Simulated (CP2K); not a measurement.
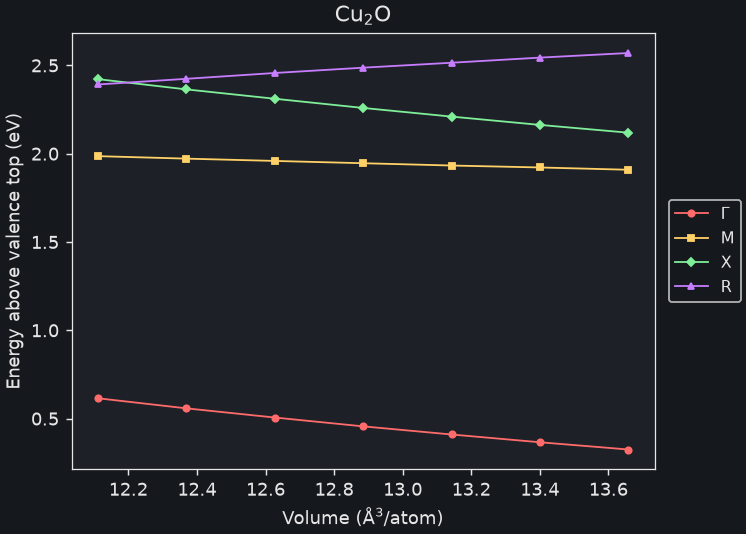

Lowest conduction level at each named k point, counted from the valence-band top at Γ.

System: Cu$_{2}$O, space group Pn-3m (No. 224), 6 atoms in the cell. The cell is scaled at fixed shape and fractional positions. Level of theory: LDA, GTH_POTENTIALS Cu GTH-PADE-q11, O GTH-PADE-q6; TZVP-MOLOPT-PBE-GTH basis, no spin polarisation, no spin-orbit coupling, 6×6×6 k mesh; code CP2K 2026.2.

### How does each level move from 12.11 Å³/atom to 13.66 Å³/atom?

Γ falls by 0.30 eV, M falls by 0.08 eV, X falls by 0.30 eV and R rises by 0.18 eV.

### Which of these conduction levels is lowest, and does that change?

The lowest is the one at Γ, over the whole range, so among these points the gap stays direct.

### What are the deformation potentials dE/d ln V?

Straight lines against ln V have slopes of −2.4 eV at Γ, −0.6 eV at M, −2.5 eV at X and +1.5 eV at R.

The values:
| volume | Γ (eV) | M (eV) | X (eV) | R (eV) |
| --- | --- | --- | --- | --- |
| 12.11 Å³/atom | 0.61 | 1.99 | 2.42 | 2.39 |
| 12.37 Å³/atom | 0.56 | 1.97 | 2.36 | 2.42 |
| 12.63 Å³/atom | 0.51 | 1.96 | 2.31 | 2.46 |
| 12.88 Å³/atom | 0.46 | 1.95 | 2.26 | 2.49 |
| 13.14 Å³/atom | 0.41 | 1.93 | 2.21 | 2.51 |
| 13.40 Å³/atom | 0.37 | 1.92 | 2.16 | 2.54 |
| 13.66 Å³/atom | 0.33 | 1.91 | 2.12 | 2.57 |

The basis of atomic orbitals isn't converged, which shifts gaps and empty levels. LDA, GGA and most meta-GGA functionals understate gaps.
